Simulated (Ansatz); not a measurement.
**Mo: a failed or faulty run and its cure**

System: Mo (slab, 5 atoms in the cell).
Method of run A: DFT, LDA, plane waves, PAW, Ueff = 30 eV on Mo f (Ansatz 0.2.0).

Text and figures count atoms from 1; the logs count them from 0 in places.

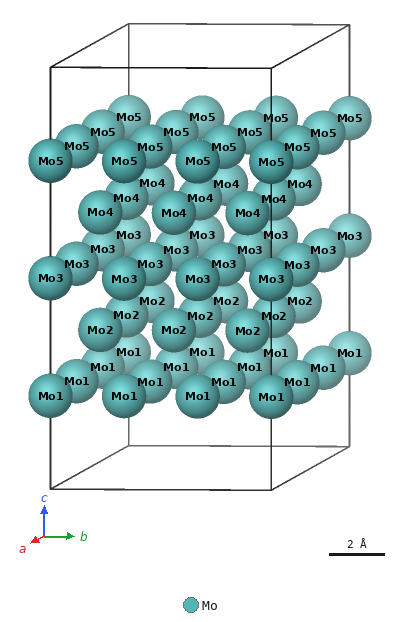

**Figure 1.** The structure as given in the input (spheres-only view of the 3 × 3 repeat of the cell, with the vacuum cut short, seen slightly off an axis; atoms are numbered from 1 in the order of the input). An atom can appear more than once, as a periodic image.

### The input, run A
```yaml
crystal:
  lattice:
    - [2.6943125793, 0.0, 0.0]
    - [-0.8981041931, 2.5402222606, 0.0]
    - [0.0, 0.0, 24.7996]
  atoms:
    - { symbol: Mo, position: [0.0, 0.0, 0.3225860896] }
    - { symbol: Mo, position: [0.5, 0.5, 0.4112930445] }
    - { symbol: Mo, position: [0.0, 0.0, 0.5] }
    - { symbol: Mo, position: [0.5, 0.5, 0.5887069555] }
    - { symbol: Mo, position: [0.0, 0.0, 0.6774139104] }
kpoints:
  mp_grid: { grid: [13, 13, 1] }
scf:
  occupations: { method: fermi_dirac, width: 0.05 }
  max_iter: 100
hamiltonian:
  xc: lda
  pseudopotentials: { kind: paw }
  hubbard: { sites: [{ species: Mo, l: f, u_eff: 30.0 }] }
output:
  forces: true
  stress: true
  eigenvalues: true
  populations: true
efield:
  axis: 3
  amplitude: 0
  dipole_correction: true
```

Command:
```bash
ansatz run input.yaml --threads 2 --pin off --max-ram 4096MiB --backend cpu --events-out ev --progress --plain --runs-dir out
```

Hardware: 2 threads of Arm Neoverse V1, 24 GiB of memory available, shared host.

### Output (run A)
```
Error: inconsistent input (hamiltonian.hubbard.sites[].l, hamiltonian.hubbard.sites[].shell): the file of Mo doesn't list 4f, and it can't be added: PBE doesn't bind the shell 4f of the free atom, whose level lies at +1.05 eV. Type an atom or ion with it (hamiltonian.pseudopotentials.projection_atoms), take another file or name another shell
```

Diagnose this run and give a change of the input that cures it.

Answer. The input was spoiled on purpose: a U on a shell that isn't there (`hamiltonian.hubbard`). The program refused the input: “inconsistent input (hamiltonian.hubbard.sites[].l, hamiltonian.hubbard.sites[].shell): the file of Mo doesn't list 4f, and it can't be added: PBE doesn't bind the shell 4f of the free atom, whose level lies at +1.05 eV …”

A run of the same system that converges differs from this input as follows (lines with − go, lines with + come):
```diff
-  max_iter: 100
-  hubbard: { sites: [{ species: Mo, l: f, u_eff: 30.0 }] }
```

### Output, shortened to warnings, some set-up lines, iterations and results (run B)
```
Basis set: ecut = 420 eV, 3361 PW (Γ)
Symmetry: 4 space group operations
k-points: 49 of 169
Initial density: superposition of atomic densities (neutral atoms: chi_scale 0, normalization atom), corrected by the library's trained network
[...]
SCF iter   1: F=—  HF=-24211.488566 eV  |F-HF|=—  |Δ(HF+E_count)|=         —  Δρ=6.00e-3  dr2=4.80e-2  ethr=1.77e-3  p=0.000 e·Å  D=1.74e-14 V/Å  ΔV_dip=-0.00 eV  …
SCF iter   2: F=—  HF=-24211.486040 eV  |F-HF|=—  |Δ(HF+E_count)|=   2.53e-3  Δρ=2.08e-3  dr2=1.73e-2  ethr=6.85e-5  p=0.000 e·Å  D=1.80e-5 V/Å  ΔV_dip=-0.00 eV  …
SCF iter   3: F=—  HF=-24211.483297 eV  |F-HF|=—  |Δ(HF+E_count)|=   2.74e-3  Δρ=6.25e-4  dr2=2.14e-3  ethr=2.47e-5  p=0.000 e·Å  D=3.50e-6 V/Å  ΔV_dip=-0.00 eV  …
SCF iter   4: F=—  HF=-24211.482927 eV  |F-HF|=—  |Δ(HF+E_count)|=   3.70e-4  Δρ=1.38e-4  dr2=4.74e-5  ethr=3.06e-6  p=0.000 e·Å  D=1.62e-6 V/Å  ΔV_dip=-0.00 eV  …
SCF iter   5: F=—  HF=-24211.482924 eV  |F-HF|=—  |Δ(HF+E_count)|=   2.82e-6  Δρ=3.97e-5  dr2=7.19e-6  ethr=6.77e-8  p=0.000 e·Å  D=3.34e-7 V/Å  ΔV_dip=-0.00 eV  …
SCF iter   6: F=—  HF=-24211.482926 eV  |F-HF|=—  |Δ(HF+E_count)|=   1.70e-6  Δρ=1.75e-5  dr2=1.41e-6  ethr=1.03e-8  p=0.000 e·Å  D=1.12e-8 V/Å  ΔV_dip=-0.00 eV  …
SCF iter   7: F=-24211.482926 eV  HF=-24211.482926 eV  |F-HF|=1.73e-8  |Δ(HF+E_count)|=   1.47e-7  Δρ=3.57e-6  dr2=5.66e-8  ethr=1.43e-10  p=-0.000 e·Å  D=-2.07e-7 V/Å  …
SCF 1 converged in 7 iterations: F = -24211.482926 eV  dr2 = 5.66e-8
SCF converged after 7 iterations
Free energy (F): -24211.482926 eV
Harris-Foulkes:  -24211.482926 eV  (|F-HF|=1.73e-8)
Internal energy: -24211.444668 eV  (E = F + TS)
E sigma→0 (E₀):  -24211.463797 eV
Entropy (-TS):   -0.038258 eV (-7.652 meV/atom)
Fermi energy:    7.005655 eV
Dipole field:    D = 0.000015 V/Å  (p = 0.000014 e·Å, saw-weighted, corrected)
Work function:   Φ+ = 4.9426 eV   Φ− = 4.9429 eV
Levels:          The Fermi level and band energies are counted from a zero that moves with the ramp; work functions are not
--- Per-component energies (eV) ---
  E_band       = -1254.119865
  E_kinetic    = 2206.415587
  E_local      = -88354.031217  (includes V_loc(G=0)·N_el)
  E_nonlocal   = 741.430366
  E_hartree    = 43015.503603
  E_xc         = -910.050489
  E_vxc        = -1140.618219  (∫ρ·V_xc dr)
  E_paw        = -15447.767159  (= ΣΔE_a)
  E_vpaw       = -738.255752  (= ΣTr[D̂ρ^β])
  E_aug_tail   = 0.000160  (compensation charges beyond the density's cutoff)
  E_efield     = 0.000000  (sawtooth field / dipole correction)
  E_vefield    = 0.000000  (∫n·V_field dr)
  E_ewald      = 34534.690402
  E_core_change = 2.364081  (= ΣΔE_core)
  E_smearing   = -0.038258  (= −TS)
  E_closure    = -0.000000  (closes the sum)
  Σ components = -24211.482926   (vs F -24211.482926, Δ=0.00e0)
--- Forces (eV/Å), atoms counted from 1 ---
  atom   1  Mo     0.00000000    -0.00000000     0.65964439
  atom   2  Mo     0.00000000     0.00000000    -0.65132786
  atom   3  Mo     0.00000000    -0.00000000    -0.00000595
  atom   4  Mo     0.00000000    -0.00000000     0.65133496
  atom   5  Mo    -0.00000000     0.00000000    -0.65965069
  max |Σ_I F_I| component: 5.15e-6 eV/Å
--- Stress (GPa, compression-positive) ---
       -4.800164       0.408223       0.000000
        0.408223      -4.511507       0.000000
       -0.000000       0.000000      -2.773637
  P = ⅓ Tr σ = -4.0284 GPa (-40.284 kbar)
--- Löwdin populations: 5 sites ---
  site symbol       q [e]
     0     Mo     13.9633
     1     Mo     13.8947
     2     Mo     13.9247
     3     Mo     13.8947
     4     Mo     13.9633
  spilling = 0.005134 (of n_electrons = 70.000000)
```

### The two runs side by side

```csv
quantity,run A,run B
outcome,refused,converged
free energy per atom (eV),–,−4842.2966
largest force (eV/Å),–,0.660
SCF iterations,–,7
irreducible k-points,–,49
plane waves at Γ,–,3361
```
